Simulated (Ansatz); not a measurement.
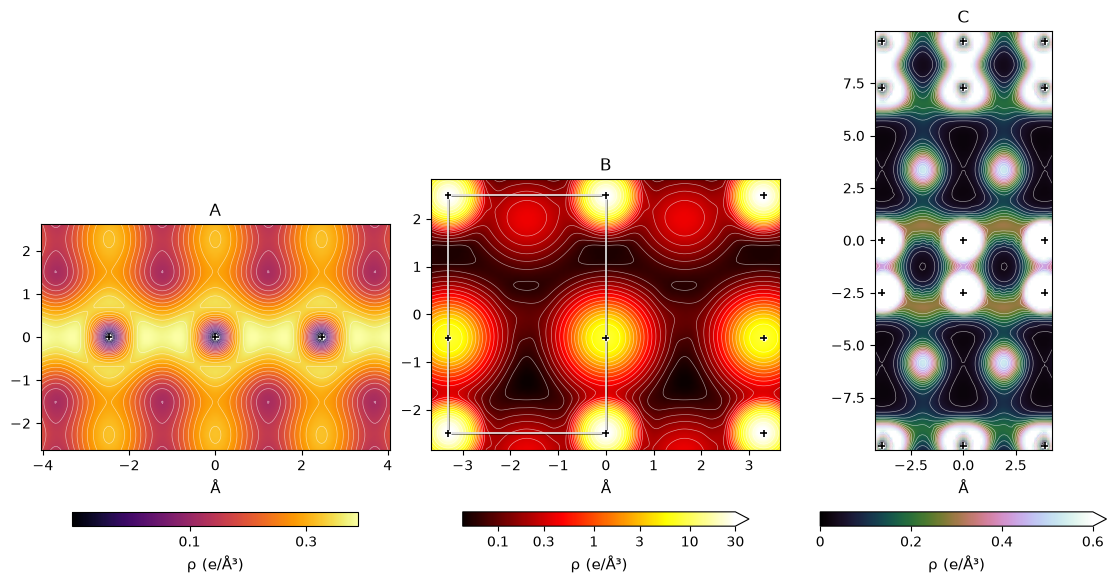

The valence pseudo-density of 3 systems, each on a plane through atoms (crosses mark nuclei in the plane).

These are results of Kohn-Sham DFT of a periodic cell, PBE0, Ansatz PAW in Ansatz 0.2.0, not measurements.

System 1: MgO, the (010) plane of the conventional cell. Space group P6₃mc; a structure from a database of computed crystals, not necessarily the ambient phase.

```yaml
crystal:
  lattice:
    - [3.30779, 0.00000, 0.00000]
    - [-1.65389, 2.86463, 0.00000]
    - [0.00000, 0.00000, 4.98288]
  atoms:
    - { symbol: Mg, position: [0.66667, 0.33333, 0.50216] }
    - { symbol: Mg, position: [0.33333, 0.66667, 0.00216] }
    - { symbol: O, position: [0.66667, 0.33333, 0.90244] }
    - { symbol: O, position: [0.33333, 0.66667, 0.40244] }
```

System 2: Si, the (110) plane of the conventional cell. Space group P6/mmm; a structure from a database of computed crystals, not necessarily the ambient phase.

System 3: GaP, the (100) plane of the conventional cell. Space group R-3m; a structure from a database of computed crystals, not necessarily the ambient phase; computed pressure about −2 GPa in this cell.

### Match each panel to its system.

Panel A is system 2, Si: the plane holds Si. Si–Si (2.47 Å): ρ at the midpoint is about 0.46 e/Å³. Panel B is system 1, MgO: the plane holds Mg and O. Mg–O (1.99 Å): ρ is about 0.43 e/Å³ halfway. Panel C is system 3, GaP: the plane holds Ga and P. P–P (2.21 Å): ρ is about 0.77 e/Å³ halfway.
